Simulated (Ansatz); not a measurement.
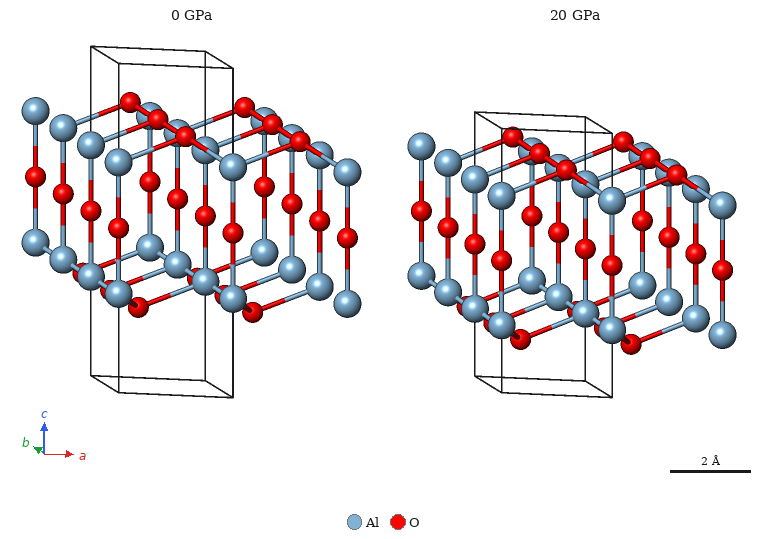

Crystalline Al2O3 (set up in P-3m1), relaxed (cell and atoms) at several target pressures. The picture shows the first and the last member. Style: ball-and-stick. Shown: the cell of the calculation, repeated 2 × 3 × 1 with one cell outlined, slightly off an axis.

Computed with Ansatz 0.2.0: PBE, Ansatz PAW. Set-up: plane-wave cutoff 420 eV; k-point mesh 7 × 7 × 3; occupations fermi-dirac; smearing width 0.05 eV; no spin polarisation; cell and atoms relaxed; force threshold 0.01 eV/Å.

```csv
pressure (GPa),volume (Å³/atom),a (Å),c (Å)
0,13.212,3.013,8.403
2,?,?,?
5,11.118,2.981,7.223
10,10.564,2.955,6.987
20,9.885,2.909,6.742
```

> Fill in the missing row.

Murnaghan's form V = V₀(1 + B′P/B₀)^(−1/B′), with V₀ = 13.212 Å³ from the row at zero pressure, fits the other rows with B₀ = 10.3 GPa and B′ = 10.69 (largest miss 0.040 Å³). At 2 GPa it gives 13.212 × (1 + 10.69 × 2/10.3)^(−1/10.69) = 11.894 Å³ per atom. The calculation gives 11.726 Å³/atom (a = 2.999 Å, c = 7.527 Å). The estimate is 0.168 Å³/atom too high. From the first member to the last: Al–O 1.838 → 1.784 Å, Al–O 1.678 → 1.650 Å.

The whole series:

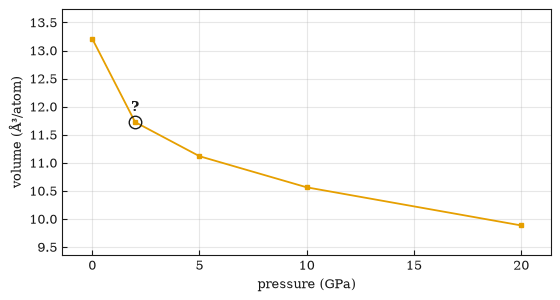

Each member starts from this one structure; whether another phase lies lower wasn't checked.

Limits of the set-up: layers or molecules are held without a dispersion correction, so their spacing is unreliable.
